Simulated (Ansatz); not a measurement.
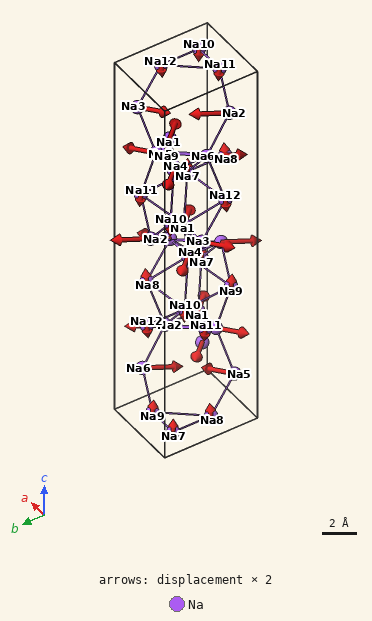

This is a relaxation of a crystal of Na (built on the alpha-boron_166 type) (coarse preliminary run). The starting structure is drawn; red arrows show the displacements (the part carried along by the change of the cell is left out), 2 times their true length.

The picture is a ball-and-stick view of the conventional cell (3 times the calculation's cell), seen from a free direction. Lengths and directions refer to the drawn axes.

Case: alpha-boron type (R-3m, No. 166).

Theory: Ansatz 0.2.0, DFT PBE, scalar-relativistic, plane waves, PAW.

The input:
```yaml
crystal:
  lattice:
    - [4.3063170215, 2.4862532916, 7.3440023585]
    - [-4.3063170215, 2.4862532916, 7.3440023585]
    - [0.0, -4.9725065831, 7.3440023585]
  atoms:
    - { symbol: Na, position: [0.01019, 0.65361, 0.01019] }
    - { symbol: Na, position: [0.01019, 0.01019, 0.65361] }
    - { symbol: Na, position: [0.65361, 0.01019, 0.01019] }
    - { symbol: Na, position: [0.98981, 0.34639, 0.98981] }
    - { symbol: Na, position: [0.34639, 0.98981, 0.98981] }
    - { symbol: Na, position: [0.98981, 0.98981, 0.34639] }
    - { symbol: Na, position: [0.22118, 0.6306, 0.22118] }
    - { symbol: Na, position: [0.22118, 0.22118, 0.6306] }
    - { symbol: Na, position: [0.6306, 0.22118, 0.22118] }
    - { symbol: Na, position: [0.77882, 0.3694, 0.77882] }
    - { symbol: Na, position: [0.3694, 0.77882, 0.77882] }
    - { symbol: Na, position: [0.77882, 0.77882, 0.3694] }
basis:
  ecutwfc: 420
kpoints:
  mp_grid: { grid: [3, 3, 3] }
hamiltonian:
  xc: pbe
scf:
  occupations: { method: gaussian, width: 0.1 }
  lower_state_search: "off"
output:
  forces: true
  stress: true
  eigenvalues: true
relax:
  adjacent_minimum: "off"
  f_tol: 0.04
  max_steps: 70
  cell: { stress_tol: 0.4 }
```

**What happened in the run?**

The largest moves relative to the cell, 1.31 Å, are those of Na1, Na2, Na3, Na4, Na5 and Na6. Na6 goes along [−1 −2 0]. Cell: a = b 8.613 → 8.858 Å (+2.8 %), c 22.032 → 23.818 Å (+8.1 %). Volume +14.3 %. Among the contacts that change: Na1–Na2 3.071 → 5.416 Å, Na1–Na2 (another image) 5.542 → 3.442 Å, Na7–Na11 3.126 → 3.664 Å, Na1–Na7 3.153 → 3.469 Å. Bonds break: Na1–Na2 (3.07 → 5.42 Å), Na1–Na3 (3.07 → 5.42 Å), Na2–Na3 (3.07 → 5.42 Å), Na4–Na5 (3.07 → 5.42 Å). Bond angles that change, for instance: Na3–Na5–Na11 129.2° → 158.3°, Na3–Na5–Na7 124.0° → 103.6°, Na7–Na5–Na8 107.0° → 101.7°. The space group stays R-3m (No. 166). After 9 accepted moves (10 points after the start) the energy has fallen by 151 meV per atom. Largest force component: 0.55 eV/Å at the start, 0.04 eV/Å at the end. Pressure: 2.20 GPa at the start and 0.08 GPa at the end. The SCF was repeated once at an unchanged geometry on a basis and grid sized afresh for the cell, which shifted the energy by 0.2 meV per atom at most.
